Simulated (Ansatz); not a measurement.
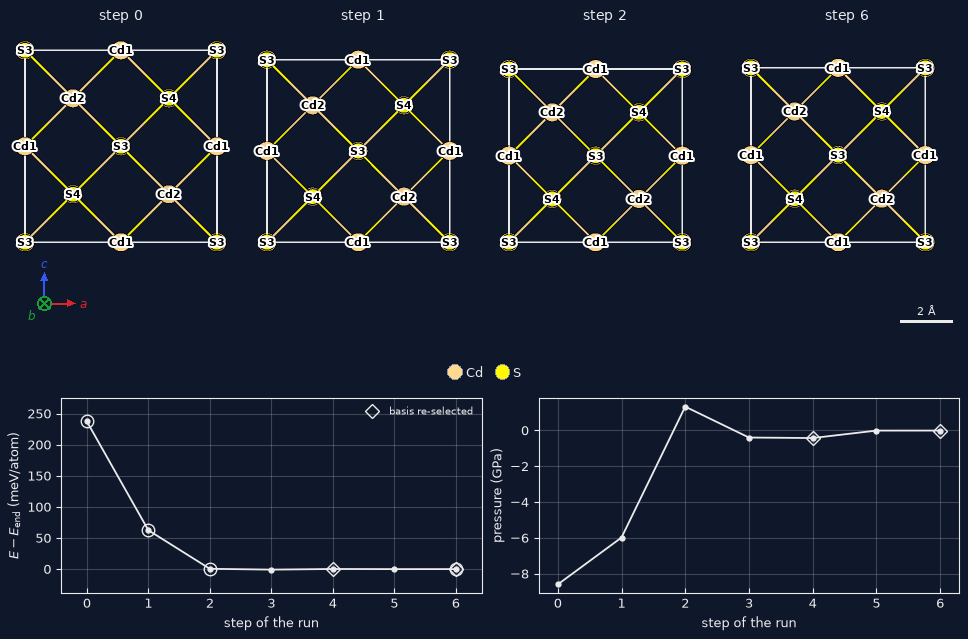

Frames of a relaxation of a crystal of CdS (built on the NaTl (B32)_227 type) (coarse preliminary run), marked on the history of the run. Style: ball-and-stick. Shown: the conventional cell (4 times the calculation's cell), along the b axis. Lengths and directions refer to the drawn axes.

Case: NaTl (B32) type (Fd-3m, No. 227).

Computed with Ansatz, DFT PBE, scalar-relativistic, plane waves, PAW.

Input
```yaml
crystal:
  lattice:
    - [0.0, 3.755116827, 3.755116827]
    - [3.755116827, 0.0, 3.755116827]
    - [3.755116827, 3.755116827, 0.0]
  atoms:
    - { symbol: Cd, position: [0.5, 0.5, 0.5] }
    - { symbol: Cd, position: [0.75, 0.75, 0.75] }
    - { symbol: S, position: [0.0, 0.0, 0.0] }
    - { symbol: S, position: [0.25, 0.25, 0.25] }
basis:
  ecutwfc: 420
kpoints:
  mp_grid: { grid: [4, 4, 4] }
hamiltonian:
  xc: pbe
scf:
  occupations: { method: gaussian, width: 0.1 }
  lower_state_search: "off"
output:
  forces: true
  stress: true
  eigenvalues: true
relax:
  adjacent_minimum: "off"
  f_tol: 0.04
  max_steps: 70
  cell: { stress_tol: 0.4 }
```

Launched with:
```bash
ansatz run input.yaml --threads 1 --pin off --max-ram 2560MiB --backend cpu --events-out ev --progress --plain --runs-dir out
```

> What happens along the run?

The energy falls by 237 meV per atom in 4 accepted moves (6 points after the start). All forces vanish by symmetry, so only the cell relaxes. Pressure: −8.60 GPa at the start and −0.01 GPa at the end. At 2 points the geometry stayed and the basis and grid were re-selected for the new cell (energy shift of 1.0 meV per atom at most each time). No atom moves by more than 0.005 Å relative to the cell. The drawn cell changes as follows: a = b = c 7.510 → 6.823 Å (−9.1 %); the volume changes by −25.0 %. Among the contacts that change: Cd1–S4 3.252 → 2.955 Å. The space group stays Fd-3m (No. 227). From step 0 to 1: volume −13.9 %, energy −175 meV per atom. From step 1 to 2: volume −14.6 %, energy −62.0 meV per atom. From step 2 to 6: volume +2.0 %, energy −0.5 meV per atom.
